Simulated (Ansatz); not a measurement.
Ta: geometry relaxation (part 1 of 2)

Ta (I4/mmm, 2 atoms in the cell), computed with DFT PBE, scalar-relativistic, plane waves, PAW, no spin polarisation (Ansatz 0.2.0).

The structure derives from a Materials Project entry. It belongs to a series of runs on one base structure; here: uniaxial strain along a, b, c and atoms relaxed: -4.0 %. Figures and captions count atoms from 1; the log counts them from 0 in places.

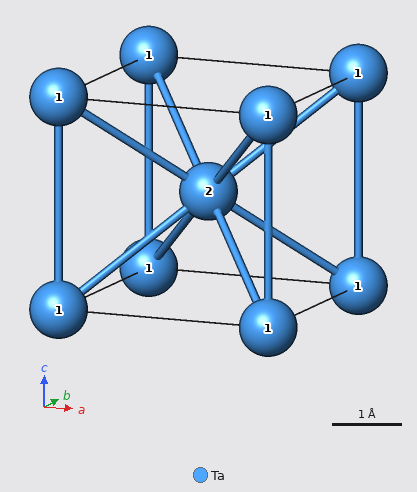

**Figure 1.** The input geometry (ball-and-stick view of the cell of the calculation, set on other vectors, seen slightly off an axis; atoms are numbered from 1 in the order of the input).

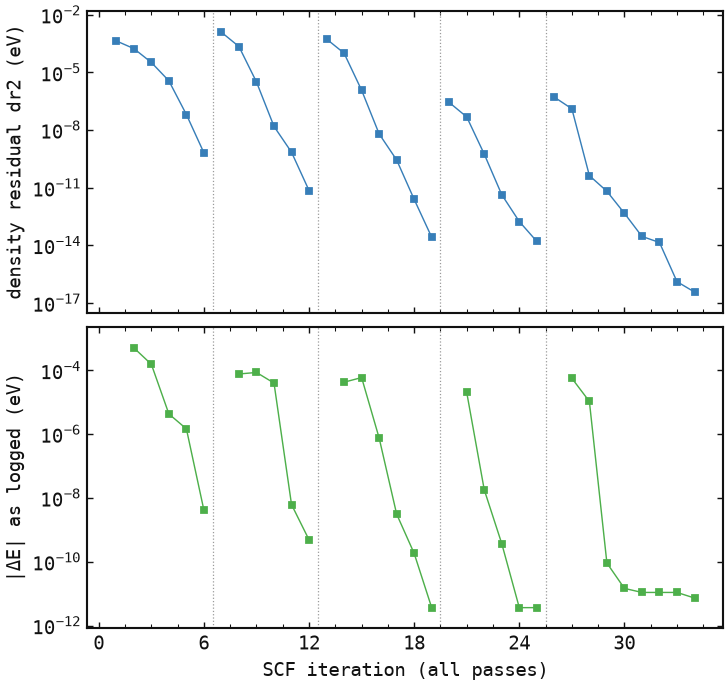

**Figure 2.** Convergence of the self-consistent field: density residual dr2 and size of the energy change against the SCF iteration. The dotted lines part the SCF passes of the relaxation: geometry steps, rejected trials and re-solves on a re-selected basis. The 5 passes take 6 to 9 iterations each, 34 in all.

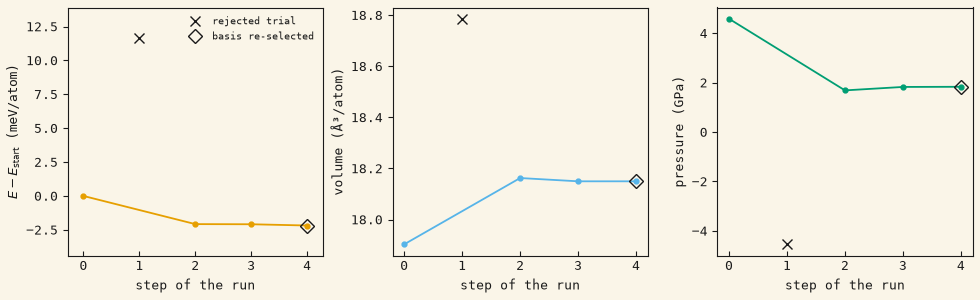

**Figure 3.** Progress of the relaxation, step by step (the first geometry is step 0 here and step 1 in the log).

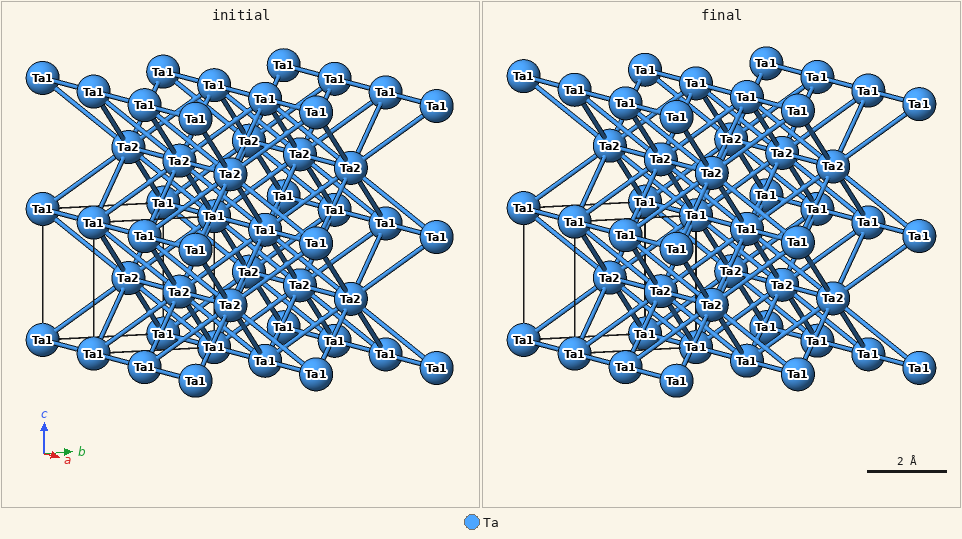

**Figure 4.** Before (left) and after (right) the relaxation, at one scale (ball-and-stick view of the cell of the calculation, repeated 3 × 2 × 2, seen slightly off an axis). The energy falls by 2.1 meV per atom in 3 geometry steps. All forces vanish by symmetry, so only the cell relaxes. The pressure goes from 4.59 to 1.83 GPa. The line search rejected the trial step at point 1 (counted from 0) and went back. The atoms keep their places relative to the cell (all moves are under 0.005 Å). Cell: a stays at 3.186 Å, b = c 3.352 → 3.375 Å (+0.7 %). Volume +1.4 %. Distances before and after: Ta1–Ta2 2.856 → 2.870 Å. The space group stays I4/mmm (No. 139). A last SCF at the same geometry on a re-selected plane-wave basis shifts the energy by −0.1 meV per atom. (Atoms are counted from 1 in the order of the input.)

The input that produced these results follows, with the program's output.

**Input file**
```yaml
crystal:
  lattice:
    - [3.1862998955, 0.0, 0.0]
    - [0.0, 3.3522530151, 0.0]
    - [0.0, 0.0, 3.3522530151]
  atoms:
    - { symbol: Ta, position: [0.0, 0.0, 0.0] }
    - { symbol: Ta, position: [0.5, 0.5, 0.5] }
basis:
  ecutwfc: 420
kpoints:
  mp_grid: { grid: [16, 16, 16] }
hamiltonian:
  xc: pbe
scf:
  occupations: { method: gaussian, width: 0.1 }
output:
  forces: true
  stress: true
  eigenvalues: true
relax:
  adjacent_minimum: "off"
  f_tol: 0.008
  max_steps: 40
  cell: { stress_tol: 0.015, fix: [a, angles] }
```

Run as:
```bash
ansatz run input.yaml --threads 1 --pin off --max-ram 2560MiB --backend cpu --events-out ev --progress --plain --runs-dir out
```

**Output**
```
Engine: ansatz 0.2.0, x86_64-unknown-linux-gnu
Pseudopotentials: kind: paw
Pseudopotential: Ta, paw, valence charge 13, recommended cutoff 420 eV (normal), Ta.paw.azcp
Functional definition: PBE
  parameter kappa = 0.804
  parameter beta = 0.06672455060314922
  exchange = pbe_x(kappa = kappa, mu = beta*pi^2/3)
  correlation = pbe_c(beta = beta)
Crystal: 2 atoms, lattice volume = 35.806 Å³
Basis set: ecut = 420 eV, 715 PW (Γ), exchange–correlation on 48×48×48 points (8 copies of the dense FFT grid, shifted against one another)
Bands: 17, of which v1, the nominal top of the filled ones, is band 13 counted from 1 (12 counted from 0)
Symmetry: 32 space group operations
Space group: I4/mmm (ITA 139), of the structure as read, at distance tolerance 3.3e-5 Å
k-points: 405 of 4096
Non-local potential: Ta, projectors of the file, l = 0: 3, l = 1: 2, l = 2: 2, l = 3: 1
PAW form: soft (Blöchl's): semilocal exchange-correlation on the pseudo side does not see the compensation charge
PAW one-centre angular grid: Ta, 590 points (default); XC on 64 Gauss nodes
Initial density: superposition of atomic densities (neutral atoms: chi_scale 0, normalization atom), corrected by the library's trained network
Initial wavefunctions: pseudopotential atomic-orbital guess
Functional: x = pbe(κ = 0.804, μ = 0.2195149727645171), c = pbe(β = 0.06672455060314922)
SCF iter   1: F=—  HF=-19864.474784 eV  |F-HF|=—  |Δ(HF+E_count)|=         —  Δρ=2.19e-3  dr2=4.31e-4  ethr=1.77e-3  ⟨swp⟩=5.1  Hψ=30130  notcnv=0
preconditioner: auto → none  [metal: Δε(μ)=0.008 eV  Ē_g=4.991 eV  σ=0.100 eV  W_gap=0.05  n_scr=6 (ndim 8)  ℏωp=19.6 eV  f_vac=0.000  D(μ)=2.88/eV (n_scr^D=30)  sad-step TF]
SCF iter   2: F=—  HF=-19864.475285 eV  |F-HF|=—  |Δ(HF+E_count)|=   5.01e-4  Δρ=1.20e-3  dr2=1.72e-4  ethr=1.66e-6  ⟨swp⟩=2.6  Hψ=15656  notcnv=0
SCF iter   3: F=—  HF=-19864.475438 eV  |F-HF|=—  |Δ(HF+E_count)|=   1.53e-4  Δρ=3.74e-4  dr2=3.26e-5  ethr=6.62e-7  ⟨swp⟩=2.0  Hψ=11853  notcnv=0
SCF iter   4: F=—  HF=-19864.475434 eV  |F-HF|=—  |Δ(HF+E_count)|=   4.26e-6  Δρ=1.44e-4  dr2=3.60e-6  ethr=1.25e-7  ⟨swp⟩=2.9  Hψ=11990  notcnv=0
iter 5 did not close the SCF: its close was put off for the readings that it lacked (scf_convergence_deferred on its scf_iter line)
SCF iter   5: F=-19864.475432 eV  HF=-19864.475432 eV  |F-HF|=9.51e-9  |Δ(HF+E_count)|=   1.45e-6  Δρ=2.42e-5  dr2=6.30e-8  ethr=1.38e-8  ⟨swp⟩=2.1  Hψ=11475  notcnv=0
SCF iter   6: F=-19864.475432 eV  HF=-19864.475432 eV  |F-HF|=3.93e-10  |Δ(HF+E_count)|=   4.10e-9  Δρ=2.01e-6  dr2=6.39e-10  ethr=2.42e-10  ⟨swp⟩=2.7  Hψ=25266  notcnv=0
SCF 1 converged in 6 iterations: F = -19864.475432 eV  dr2 = 6.39e-10
  greatest PAW one-centre occupation: 0.999 electrons in one spin orbital (limit 2), on the Ta atom at site 1 (counted from 0), in its partial waves of l = 0
relax step   1: F+E_penalty+E_count = -19864.47543223 eV  Δ(F+E_penalty+E_count) = +0.000e0 eV  max|allowed force component| = 2.505e-29 eV/Å  Δτ_max = 0.0000 Å  P = +4.586 GPa  Ω = 35.806 Å³  fix = [a, alpha, beta, gamma]  reactions: a +8.057 GPa  (6 SCF iters, dr2 threshold 1.00e-7 eV, accepted)
Crystal: 2 atoms, lattice volume = 37.572 Å³
Basis set: ecut = 420 eV, 719 PW (Γ), exchange–correlation on 48×48×48 points (8 copies of the dense FFT grid, shifted against one another)
Initial density: handed on by an earlier stage of this run
Initial wavefunctions: those handed on with the density
iter 1 solved again at ethr=4.91e-6 eV; its pass at ethr=3.10e-3 eV (dr2=1.28e-3 eV) is discarded
SCF iter   1: F=—  HF=-19864.451860 eV  |F-HF|=—  |Δ(HF+E_count)|=         —  Δρ=2.61e-3  dr2=1.22e-3  ethr=4.91e-6  ⟨swp⟩=1.6  Hψ=48078  notcnv=0
preconditioner: auto → none  [metal: Δε(μ)=0.007 eV  Ē_g=4.762 eV  σ=0.100 eV  W_gap=0.04  n_scr=6 (ndim 8)  ℏωp=19.2 eV  f_vac=0.000  D(μ)=2.86/eV (n_scr^D=30)]
SCF iter   2: F=—  HF=-19864.451936 eV  |F-HF|=—  |Δ(HF+E_count)|=   7.60e-5  Δρ=1.24e-3  dr2=2.19e-4  ethr=4.71e-6  ⟨swp⟩=2.1  Hψ=8682  notcnv=0
SCF iter   3: F=—  HF=-19864.452021 eV  |F-HF|=—  |Δ(HF+E_count)|=   8.49e-5  Δρ=1.44e-4  dr2=3.13e-6  ethr=8.43e-7  ⟨swp⟩=1.0  Hψ=6891  notcnv=0
SCF iter   4: F=—  HF=-19864.452060 eV  |F-HF|=—  |Δ(HF+E_count)|=   3.95e-5  Δρ=1.09e-5  dr2=1.52e-8  ethr=1.20e-8  ⟨swp⟩=2.6  Hψ=11027  notcnv=0
iter 5 did not close the SCF: its close was put off for the readings that it lacked (scf_convergence_deferred on its scf_iter line)
SCF iter   5: F=-19864.452060 eV  HF=-19864.452060 eV  |F-HF|=4.29e-10  |Δ(HF+E_count)|=   6.17e-9  Δρ=2.42e-6  dr2=6.89e-10  ethr=5.86e-11  ⟨swp⟩=2.3  Hψ=11752  notcnv=0
SCF iter   6: F=-19864.452060 eV  HF=-19864.452060 eV  |F-HF|=3.64e-12  |Δ(HF+E_count)|=  4.84e-10  Δρ=2.60e-7  dr2=6.97e-12  ethr=2.65e-12  ⟨swp⟩=1.2  Hψ=18635  notcnv=0
SCF 2 converged in 6 iterations: F = -19864.452060 eV  dr2 = 6.97e-12
relax step   2: F+E_penalty+E_count = -19864.45206033 eV  Δ(F+E_penalty+E_count) = +2.337e-2 eV  max|allowed force component| = 8.382e-31 eV/Å  Δτ_max = 0.0000 Å  P = -4.544 GPa  Ω = 37.572 Å³  energy of the carried Pulay correction = -6.162e-4 eV  fix = [a, alpha, beta, gamma]  (6 SCF iters, dr2 threshold 2.00e-7 eV, rejected (line search))
Crystal: 2 atoms, lattice volume = 36.325 Å³
iter 1 solved again at ethr=2.06e-6 eV; its pass at ethr=3.10e-3 eV (dr2=5.34e-4 eV) is discarded
SCF iter   1: F=—  HF=-19864.479486 eV  |F-HF|=—  |Δ(HF+E_count)|=         —  Δρ=1.82e-3  dr2=5.40e-4  ethr=2.06e-6  ⟨swp⟩=2.0  Hψ=47323  notcnv=0
preconditioner: auto → none  [metal: Δε(μ)=0.003 eV  Ē_g=4.914 eV  σ=0.100 eV  W_gap=0.02  n_scr=6 (ndim 8)  ℏωp=19.5 eV  f_vac=0.000  D(μ)=2.80/eV (n_scr^D=30)]
SCF iter   2: F=—  HF=-19864.479528 eV  |F-HF|=—  |Δ(HF+E_count)|=   4.20e-5  Δρ=8.60e-4  dr2=9.89e-5  ethr=2.06e-6  ⟨swp⟩=1.9  Hψ=8603  notcnv=0
SCF iter   3: F=—  HF=-19864.479586 eV  |F-HF|=—  |Δ(HF+E_count)|=   5.88e-5  Δρ=9.05e-5  dr2=1.17e-6  ethr=3.80e-7  ⟨swp⟩=1.0  Hψ=6885  notcnv=0
SCF iter   4: F=—  HF=-19864.479587 eV  |F-HF|=—  |Δ(HF+E_count)|=   7.53e-7  Δρ=7.52e-6  dr2=6.22e-9  ethr=4.52e-9  ⟨swp⟩=2.9  Hψ=11913  notcnv=0
SCF iter   5: F=—  HF=-19864.479587 eV  |F-HF|=—  |Δ(HF+E_count)|=   3.10e-9  Δρ=1.59e-6  dr2=2.72e-10  ethr=2.39e-11  ⟨swp⟩=2.2  Hψ=11960  notcnv=0
SCF iter   6: F=—  HF=-19864.479587 eV  |F-HF|=—  |Δ(HF+E_count)|=  1.82e-10  Δρ=1.54e-7  dr2=2.41e-12  ethr=1.05e-12  ⟨swp⟩=2.1  Hψ=8505  notcnv=0
SCF iter   7: F=-19864.479587 eV  HF=-19864.479587 eV  |F-HF|=1.09e-11  |Δ(HF+E_count)|=  3.64e-12  Δρ=1.16e-8  dr2=2.58e-14  ethr=1.00e-12  ⟨swp⟩=4.8  Hψ=25026  notcnv=0
SCF 3 converged in 7 iterations: F = -19864.479587 eV  dr2 = 2.58e-14
relax step   3: F+E_penalty+E_count = -19864.47958711 eV  Δ(F+E_penalty+E_count) = -4.155e-3 eV  max|allowed force component| = 1.454e-30 eV/Å  Δτ_max = 0.0000 Å  P = +1.687 GPa  Ω = 36.325 Å³  energy of the carried Pulay correction = -1.843e-4 eV  fix = [a, alpha, beta, gamma]  reactions: a +5.356 GPa  (7 SCF iters, accepted)
Crystal: 2 atoms, lattice volume = 36.299 Å³
iter 1 solved again at ethr=1.73e-9 eV; its pass at ethr=3.10e-3 eV (dr2=4.49e-7 eV) is discarded
```
